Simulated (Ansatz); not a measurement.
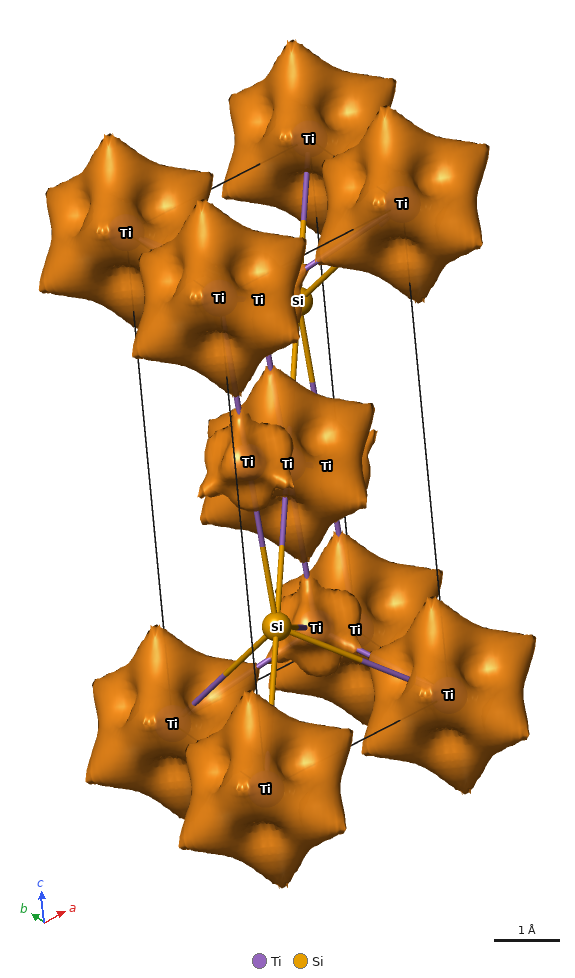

*Ti₃Si. Isosurfaces of the spin density at +0.04 (orange) and −0.04 e/Å³ (purple), seen slightly off an axis. Sticks mark near contacts.*

Space group Fm-3m; a structure from a database of computed crystals, not necessarily the ambient phase; spin-polarised.

Theory: DFT PBEsol, scalar-relativistic, plane waves, PAW in Ansatz 0.2.0.

In a PAW calculation such maps are meaningful between the atoms, not at the nuclei.

```
Ti Si
1.0
     0.00000   -3.10797   -3.10797
    -3.10797    0.00000   -3.10797
     3.10797    3.10797   -6.21595
Ti Si
6 2
Cartesian
  1.5540 1.5540 -7.7699
  -1.5540 -1.5540 -7.7699
  1.5540 1.5540 -4.6620
  -1.5540 -1.5540 -4.6620
  0.0000 0.0000 0.0000
  0.0000 0.0000 -6.2159
  0.0000 0.0000 -9.3239
  0.0000 0.0000 -3.1080
```

**Which atoms carry the moments, and with what signs?**

The spin density sits on Ti: +0.7 μB (×2) in one cell of 8 atoms, with smaller moments on other sites: Ti (up to +0.16 μB): parallel moments (a ferromagnetic arrangement) in this solution. The cell of the calculation (8 atoms) carries 2.6 μB of net spin moment. Only one sign reaches the isovalue.
